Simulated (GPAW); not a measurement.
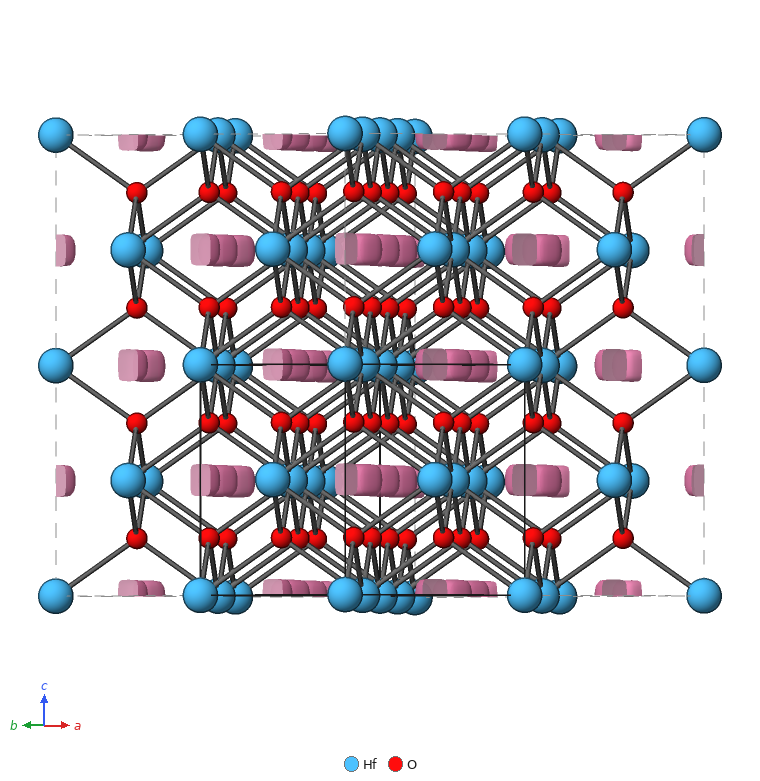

Bond-valence mismatch map for Li+ in HfO$_{2}$ (Fm-3m, No. 225): the pink surface encloses the points where |V − 1| < 0.3 v.u. (2×2×2 cells, view from a free direction). Pale faces close the region where the drawn box cuts it.

At each point the valence sum V of a Li+ ion is computed from the anions within 5 Å (s = exp((R0 − d)/b), R0 fitted to published crystal structures with b = 0.37 Å; R0: Li+–O 1.449 Å). Points too close to the other cations are excluded (2.2 Å from Hf). Li+ is a guest here, not part of the formula. This is an empirical screen for pathways, not an energy calculation.

The cell is taken from an entry of the Crystallography Open Database, as set up for an electronic-structure calculation.

```
Hf O
1.0
     5.11500    0.00000    0.00000
     0.00000    5.11500    0.00000
     0.00000    0.00000    5.11500
Hf O
4 8
Direct
  0.00000 0.00000 0.00000
  0.00000 0.50000 0.50000
  0.50000 0.00000 0.50000
  0.50000 0.50000 0.00000
  0.25000 0.25000 0.75000
  0.25000 0.75000 0.75000
  0.25000 0.75000 0.25000
  0.25000 0.25000 0.25000
  0.75000 0.25000 0.25000
  0.75000 0.75000 0.25000
  0.75000 0.75000 0.75000
  0.75000 0.25000 0.75000
```

Q: What pathways for Li+ does the map suggest at this level?

A: No path at this level: the regions are isolated pockets that do not connect across cells.

Q: At which mismatch do paths open?

A: No path opens below 0.7 v.u. These are grid estimates, good to about 0.1 v.u.
